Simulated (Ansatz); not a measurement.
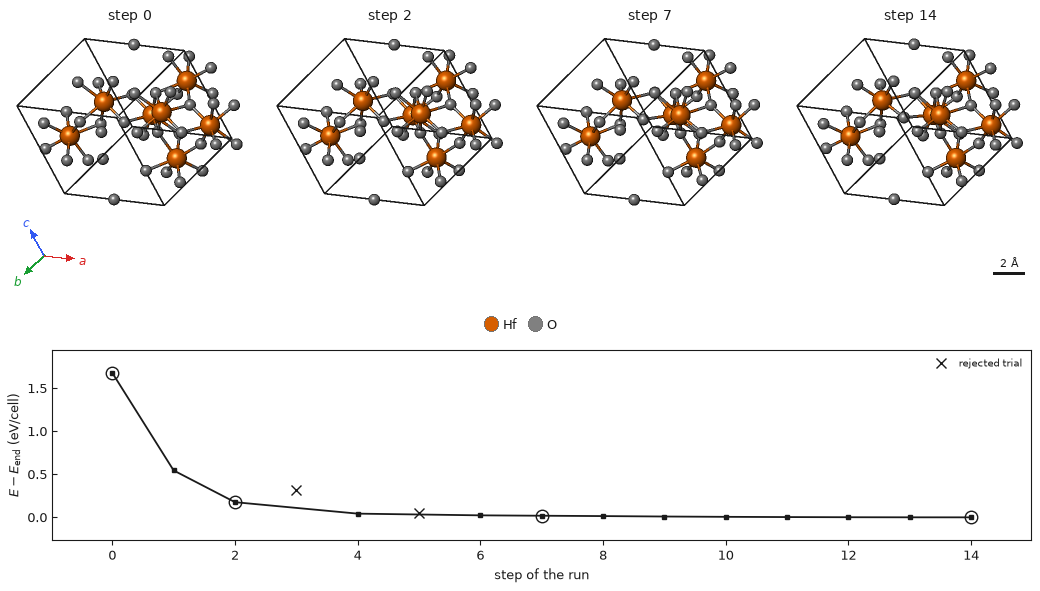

Frames of a relaxation of a defect cell of composition Hf7O16, marked on the history of the run. Style: ball-and-stick. Shown: the cell of the calculation (origin shifted), from a free direction.

Case: Hf vacancy (site e), charge +0, atoms relaxed at the host's cell.

All numbers below come from DFT PBE, scalar-relativistic, plane waves, PAW (Ansatz 0.2.0). Settings: plane-wave cutoff 420 eV; k-point mesh 2 × 2 × 2; occupations gaussian; smearing width 0.01 eV; mesh shifted by (0.5, 0.5, 0.5); collinear spin; atoms relaxed in a fixed cell; force threshold 0.025 eV/Å; at most 45 steps.

> Describe the path.

An O atom moves most: 0.34 Å along [−2 −3 1]. By element the largest moves are O 0.34 Å, Hf 0.24 Å. The cell stays as it was. Among the contacts that change: Hf–O 2.309 → 2.073 Å, Hf–O 2.268 → 2.068 Å, Hf–Hf 3.438 → 3.617 Å, Hf–O 2.150 → 2.318 Å. Among the angles between lasting bonds that change: Hf–O–Hf 100.2° → 110.8°, Hf–O–Hf 145.8° → 156.0°, Hf–O–Hf 110.5° → 118.8°. Over 12 accepted moves (14 points after the start) the energy falls by 1.679 eV per cell of the calculation. Largest force component: 2 eV/Å at the start, 0.015 eV/Å at the end. The line search rejected the trial steps at points 3, 5 of the run. Cost: 6.9 min on 4 threads of Intel(R) Xeon(R) Platinum 8259CL CPU @ 2.50GHz (Skylake/Cascade Lake), with other jobs on the host, peak memory 1.4 GiB. From step 0 to 2: an O atom moves most (0.28 Å), energy −1.503 eV per cell of the calculation. From step 2 to 7: an O atom moves most (0.15 Å), energy −0.157 eV per cell of the calculation. From step 7 to 14: an O atom moves most (0.22 Å), energy −18.9 meV per cell of the calculation.

```tsv
step	E − E(0), meV/atom	largest force component, eV/Å	note
0	0.00	2.0363	
1	-49.30	1.0300	
2	-65.34	0.9096	
3	-59.09	1.6543	rejected
4	-71.13	0.2369	
5	-70.96	0.2573	rejected
6	-71.99	0.0585	
7	-72.19	0.0743	
8	-72.37	0.0750	
9	-72.58	0.1175	
10	-72.74	0.0597	
11	-72.86	0.0589	
12	-72.95	0.0325	
13	-72.99	0.0331	
14	-73.01	0.0148
```

Limits of the set-up: the k-point mesh is coarse for a cell with partly filled bands; the periodic images lie only 6.8 Å apart, so the values are limited by the cell's size.
